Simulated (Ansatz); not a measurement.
**Geometry relaxation of Ge (part 2 of 2)**

Ge (slab, 6 atoms in the cell); DFT PBEsol, scalar-relativistic, plane waves, PAW, no spin polarisation (Ansatz 0.2.0); cutoff 420 eV, 9×9×1 k-mesh, Gaussian smearing of 0.1 eV. The structure derives from a Materials Project entry. The input holds or restrains some coordinates. Forces given for the steps count only the free coordinates. It belongs to a series of runs on one base structure; here: clean slab, lower half held.

```
WARN: The input density's exchange-correlation potential varies sharply where the density is thin. Do not read a vacuum level from v_tot or v_xc, or from such a field of the output density. On a cell that repeats whose density bears no net charge and no dipole along the vacuum's axis use v_es (v_loc + v_h of the components); under efield.dipole_correction with no amplitude use v_es + v_field, which holds any external_charges[].barrier, or the levels of the report's work_function block, which leave it out; under a non-zero efield.amplitude the vacuum is tilted and has no level; on a cell that repeats and bears such a dipole with no correction it is tilted too, and efield.dipole_correction with no amplitude gives each side of its ramp a level where efield: is served; in a cell that repeats whose density bears a net charge (total_charge, or a fill off its count) it is curved and has none; of a slab under crystal.periodic whose density bears no net charge use v_es, which has a level on each side, short of where the two are joined; of another it falls or rises all the way out and has none; of a slab beside external_charges read slab_vacuum_level instead, which it has where they leave it neutral. The grid or the basis barely resolves most such structure, and the values can differ between equally converged runs; as a rule a tighter scf.convergence.dr2_threshold does not remove it. Where the density itself ripples (under the LDA too) a higher basis.ecutwfc lessens it. The files hold the spikes' plane waves up to the density's cutoff. Files: v_tot and the like, and their columns of v_z.tsv (output.write_potential); v_xc and the like, and their columns of v_comp_z.tsv (output.write_potential_components); where files of the output density stand in their place, no point of their own thin density is over the threshold below, and this is of outcome.potential() and, of a run that writes arrays (npy), the arrays of these names. Measured: with its Gaussian average of σ = 0.25 Å subtracted twice, the exchange-correlation potential is over 0.1 eV at 1 of the grid points where the equally averaged density (valence and model cores) is under 1e-3 e/Å³, and 0.102 eV at the most among them, at an averaged density of 5.5e-8 e/Å³. See output.write_potential in the manual, Limitations
SCF converged after 2 iterations
Free energy (F): -25518.870289 eV
Harris-Foulkes:  -25518.870289 eV  (|F-HF|=6.64e-8)
Internal energy: -25518.843165 eV  (E = F + TS)
E sigma→0 (E₀):  -25518.856727 eV
Entropy (-TS):   -0.027124 eV (-4.521 meV/atom)
Fermi energy:    0.496695 eV
Dipole field:    D = 0.003524 V/Å  (p = 0.006582 e·Å, saw-weighted, corrected)
Work function:   Φ+ = 4.5706 eV   Φ− = 4.6567 eV
Levels:          The Fermi level and band energies are counted from a zero that moves with the ramp; work functions are not
--- Per-component energies (eV) ---
  E_band       = -1541.963726
  E_kinetic    = 666.268803
  E_local      = -84670.231979  (includes V_loc(G=0)·N_el)
  E_nonlocal   = 2516.315622
  E_hartree    = 41100.828586
  E_xc         = -447.838199
  E_vxc        = -385.510790  (∫ρ·V_xc dr)
  E_paw        = -11869.582135  (= ΣΔE_a)
  E_vpaw       = -1870.413094  (= ΣTr[D̂ρ^β])
  E_aug_tail   = 0.001977  (compensation charges beyond the density's cutoff)
  E_efield     = 0.000012  (sawtooth field / dipole correction)
  E_vefield    = -0.000459  (∫n·V_field dr)
  E_ewald      = 27179.886531
  E_core_change = 5.507617  (= ΣΔE_core)
  E_smearing   = -0.027124  (= −TS)
  E_closure    = 0.000000  (closes the sum)
  Σ components = -25518.870289   (vs F -25518.870289, Δ=0.00e0)
--- Forces (eV/Å), atoms counted from 1 ---
  atom   1  Ge     0.00000000     0.00000000     0.13367613
  atom   2  Ge     0.00000000    -0.00000000    -0.34552238
  atom   3  Ge     0.00000000    -0.00000000     0.19889697
  atom   4  Ge     0.00000000     0.00000000     0.01372064
  atom   5  Ge     0.00000000     0.00000000    -0.01224970
  atom   6  Ge     0.00000000    -0.00000000     0.01150669
  max |Σ_I F_I| component: 2.84e-5 eV/Å
--- Band table (eV; the first three rows and the last of 12) ---
  k-point 0: bands = ["-24.0864", "-24.0864", "-24.0468", "-24.0223", "-24.0223", "-24.0206", "-23.9990", "-23.9990", "-23.9371", "-23.9371", "-23.9051", "-23.9051", "-23.8681", "-23.8526", "-23.8526", "-23.8388", "-23.8245", "-23.8245", "-23.7999", "-23.7999", "-23.7691", "-23.7538", "-23.7462", "-23.7462", "-23.7089", "-23.7089", "-23.6517", "-23.6517", "-23.6135", "-23.6135", "-11.6933", "-10.9810", "-10.2142", "-5.7599", "-3.6134", "-0.9597", "-0.4243", "-0.4243", "0.1507", "0.1507", "0.7259", "0.7259", "0.8729", "1.3240", "1.8370", "2.0876", "3.5268", "3.5268", "4.3645", "4.3645", "4.6657"]
  k-point 1: bands = ["-24.0913", "-24.0890", "-24.0507", "-24.0226", "-24.0179", "-24.0114", "-24.0003", "-23.9957", "-23.9339", "-23.9310", "-23.9071", "-23.9055", "-23.8703", "-23.8571", "-23.8563", "-23.8362", "-23.8254", "-23.8234", "-23.7988", "-23.7934", "-23.7682", "-23.7564", "-23.7551", "-23.7486", "-23.7040", "-23.7003", "-23.6610", "-23.6596", "-23.6104", "-23.6065", "-11.5592", "-10.8461", "-10.0761", "-5.7614", "-3.7111", "-1.7158", "-1.5384", "-0.9749", "-0.7051", "-0.1243", "0.1689", "0.4519", "1.4711", "1.9355", "2.4954", "3.0382", "3.5350", "3.9589", "4.2264", "4.7873", "4.8540"]
  k-point 2: bands = ["-24.0977", "-24.0935", "-24.0598", "-24.0206", "-24.0150", "-24.0032", "-23.9948", "-23.9785", "-23.9311", "-23.9198", "-23.9093", "-23.9046", "-23.8828", "-23.8678", "-23.8638", "-23.8272", "-23.8229", "-23.8137", "-23.8012", "-23.7837", "-23.7732", "-23.7716", "-23.7667", "-23.7329", "-23.6998", "-23.6866", "-23.6784", "-23.6724", "-23.6090", "-23.5949", "-11.1644", "-10.4493", "-9.6680", "-5.9500", "-4.3682", "-3.1623", "-2.9275", "-1.8048", "-1.2497", "-0.6633", "-0.0859", "0.2392", "0.8453", "2.1210", "2.4391", "3.1862", "4.4418", "4.5957", "4.7886", "5.2831", "5.4294"]
  k-point 11: bands = ["-24.1144", "-24.0928", "-24.0816", "-24.0367", "-23.9854", "-23.9769", "-23.9632", "-23.9385", "-23.9291", "-23.9234", "-23.9220", "-23.9189", "-23.8814", "-23.8738", "-23.8636", "-23.8476", "-23.8220", "-23.8122", "-23.7995", "-23.7817", "-23.7688", "-23.7659", "-23.7477", "-23.7434", "-23.7258", "-23.6988", "-23.6760", "-23.6592", "-23.6427", "-23.5578", "-8.9219", "-8.8998", "-7.7628", "-7.6311", "-7.0431", "-6.9401", "-3.9207", "-3.2862", "-2.6395", "-1.9470", "-1.9299", "0.3176", "0.3301", "3.0588", "3.5323", "3.6407", "4.8258", "6.1678", "6.1742", "6.7975", "7.1250"]
--- Relaxed structure (4 steps of the walk, 4 accepted, 0 SCFs on fresh bases) ---
  F+E_penalty+E_count = -25518.87028894 eV   max|allowed force component| = 1.372e-2 eV/Å
  atoms:
    - { symbol: Ge, position: [0.3333333333333332, 0.6666666666666665, 0.34798494199999996] }
    - { symbol: Ge, position: [0.6666666666666666, 0.33333333333333326, 0.3819637946] }
    - { symbol: Ge, position: [0.6666666666666666, 0.33333333333333326, 0.4830105737] }
    - { symbol: Ge, position: [0.3333333333333332, 0.6666666666666665, 0.5166326860011721] }
    - { symbol: Ge, position: [0.3333333333333332, 0.6666666666666665, 0.6195579274305613] }
    - { symbol: Ge, position: [0.6666666666666666, 0.33333333333333326, 0.651249880053522] }
```

Trajectory as extended XYZ (Å, eV, eV/Å), 4 frames, from step=1 to step=4
```
6
Lattice="3.9970 0.0000 0.0000 -1.9985 3.4615 0.0000 0.0000 0.0000 24.4263" Properties=species:S:1:pos:R:3:forces:R:3 step=1 energy=-25518.86312
Ge    0.0000    2.3077    8.5000    0.0000   0.0000   0.1297
Ge    1.9985    1.1538    9.3300    0.0000   0.0000  -0.3006
Ge    1.9985    1.1538   11.7982    0.0000   0.0000   0.1447
Ge    0.0000    2.3077   12.6282    0.0000   0.0000  -0.1447
Ge    0.0000    2.3077   15.0964    0.0000   0.0000   0.3006
Ge    1.9985    1.1538   15.9263    0.0000   0.0000  -0.1297
6
Lattice="3.9970 0.0000 0.0000 -1.9985 3.4615 0.0000 0.0000 0.0000 24.4263" Properties=species:S:1:pos:R:3:forces:R:3 step=2 energy=-25518.86886
Ge    0.0000    2.3077    8.5000    0.0000   0.0000   0.1264
Ge    1.9985    1.1538    9.3300    0.0000   0.0000  -0.3120
Ge    1.9985    1.1538   11.7982    0.0000   0.0000   0.2113
Ge    0.0000    2.3077   12.6334    0.0000   0.0000  -0.0930
Ge    0.0000    2.3077   15.1262    0.0000   0.0000   0.1251
Ge    1.9985    1.1538   15.9264    0.0000   0.0000  -0.0573
6
Lattice="3.9970 0.0000 0.0000 -1.9985 3.4615 0.0000 0.0000 0.0000 24.4263" Properties=species:S:1:pos:R:3:forces:R:3 step=3 energy=-25518.87029
Ge    0.0000    2.3077    8.5000    0.0000   0.0000   0.1337
Ge    1.9985    1.1538    9.3300    0.0000   0.0000  -0.3455
Ge    1.9985    1.1538   11.7982    0.0000   0.0000   0.1988
Ge    0.0000    2.3077   12.6194    0.0000   0.0000   0.0138
Ge    0.0000    2.3077   15.1335    0.0000   0.0000  -0.0123
Ge    1.9985    1.1538   15.9077    0.0000   0.0000   0.0115
6
Lattice="3.9970 0.0000 0.0000 -1.9985 3.4615 0.0000 0.0000 0.0000 24.4263" Properties=species:S:1:pos:R:3:forces:R:3 step=4 energy=-25518.87029
Ge    0.0000    2.3077    8.5000    0.0000   0.0000   0.1337
Ge    1.9985    1.1538    9.3300    0.0000   0.0000  -0.3455
Ge    1.9985    1.1538   11.7982    0.0000   0.0000   0.1989
Ge    0.0000    2.3077   12.6194    0.0000   0.0000   0.0137
Ge    0.0000    2.3077   15.1335    0.0000   0.0000  -0.0123
Ge    1.9985    1.1538   15.9077    0.0000   0.0000   0.0115
```

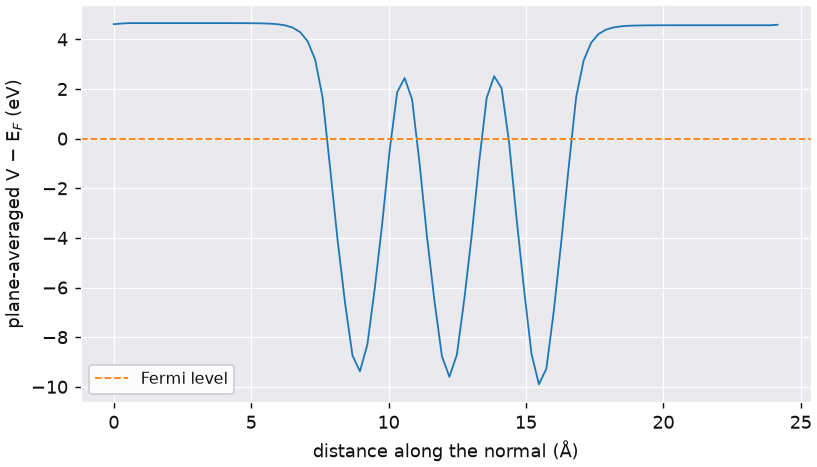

Plane average of the electrostatic potential energy of an electron across the cell, from the Fermi level. The vacuum level lies 4.57 eV above the Fermi level on the upper side and 4.66 eV on the lower.

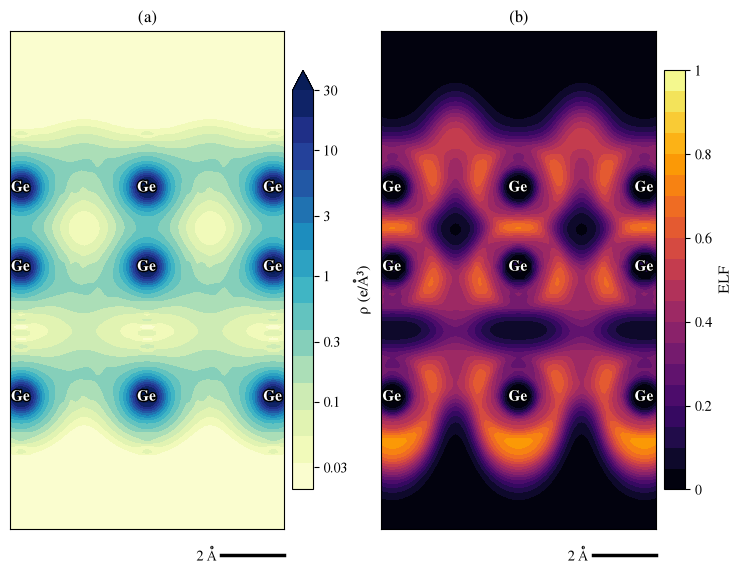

(a) valence charge density (pseudo); (b) ELF on the (100) plane of the calculation cell, a cut from vacuum to vacuum. The section cuts through Ge sites. Ge–Ge (2.51 Å): ρ at the midpoint is about 0.47 e/Å³, with its minimum of 0.41 e/Å³ about 1.1 Å from Ge; the ELF peaks at about 0.70 between the atoms. The density dies away to nearly zero in the vacuum. The fields are those of the smooth PAW valence density.

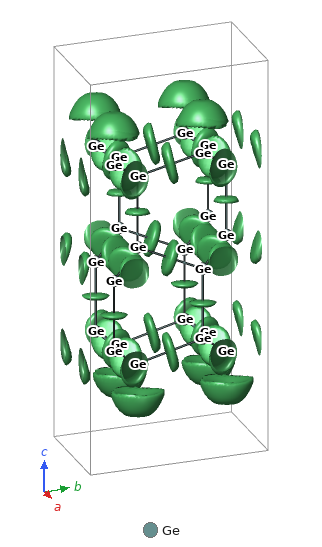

Isosurface of the ELF at 0.65 (green), seen at an oblique angle. Only the valence region is drawn (cores and ρ < 0.01 e/Å³ removed). Sticks mark near contacts. Along the contacts the grid gives the following. Ge–Ge (2.43 Å): the ELF peaks at about 0.75 between the atoms, which marks a shared electron pair. Ge–Ge (2.51 Å): the ELF peaks at about 0.70 between the atoms.

This output came from the following input.

Input file
```yaml
crystal:
  lattice:
    - [3.9969678642, 0.0, 0.0]
    - [-1.9984839321, 3.4614757085, 0.0]
    - [0.0, 0.0, 24.4263442894]
  atoms:
    - { symbol: Ge, position: [0.3333333333, 0.6666666667, 0.347984942] }
    - { symbol: Ge, position: [0.6666666667, 0.3333333333, 0.3819637946] }
    - { symbol: Ge, position: [0.6666666667, 0.3333333333, 0.4830105737] }
    - { symbol: Ge, position: [0.3333333333, 0.6666666667, 0.5169894263] }
    - { symbol: Ge, position: [0.3333333333, 0.6666666667, 0.6180362054] }
    - { symbol: Ge, position: [0.6666666667, 0.3333333333, 0.652015058] }
basis:
  ecutwfc: 420
kpoints:
  mp_grid: { grid: [9, 9, 1] }
hamiltonian:
  xc: pbesol
scf:
  occupations: { method: gaussian, width: 0.1 }
output:
  forces: true
  eigenvalues: true
  write_density: true
  write_potential: true
  elf: true
  volumetric_format: npy
relax:
  adjacent_minimum: "off"
  f_tol: 0.03
  max_steps: 70
  constraints: [{ sites: [0, 1, 2] }]
efield:
  axis: 3
  dipole_correction: true
  ramp_width: 0.04
```

Run as:
```bash
ansatz run input.yaml --threads 2 --pin off --max-ram 5120MiB --backend cpu --events-out ev --progress --plain --runs-dir out
```

Summary

| quantity | value |
| --- | --- |
| outcome | converged under the restraints of the input |
| electrons treated | 84 |
| free energy | −25518.8703 eV |
| work function, top face | 4.57 eV |
| work function, bottom face | 4.66 eV |
| Fermi energy | 0.497 eV |
| gap on the k-point mesh | none (metallic) |
| final volume | 337.95 Å³ |
| work function (upper face) | 4.57 eV |
| largest force (length of the vector) at the end, held atoms and coordinates included | 0.346 eV/Å |
| hardware | 2 threads of Arm Neoverse V2, 24 GiB of memory available, shared host |
| wall time | 35 s (CPU time 67 s) |
| peak memory | 0.62 GiB |

Remarks

The program warns: the exchange-correlation potential is rough where the density is thin.
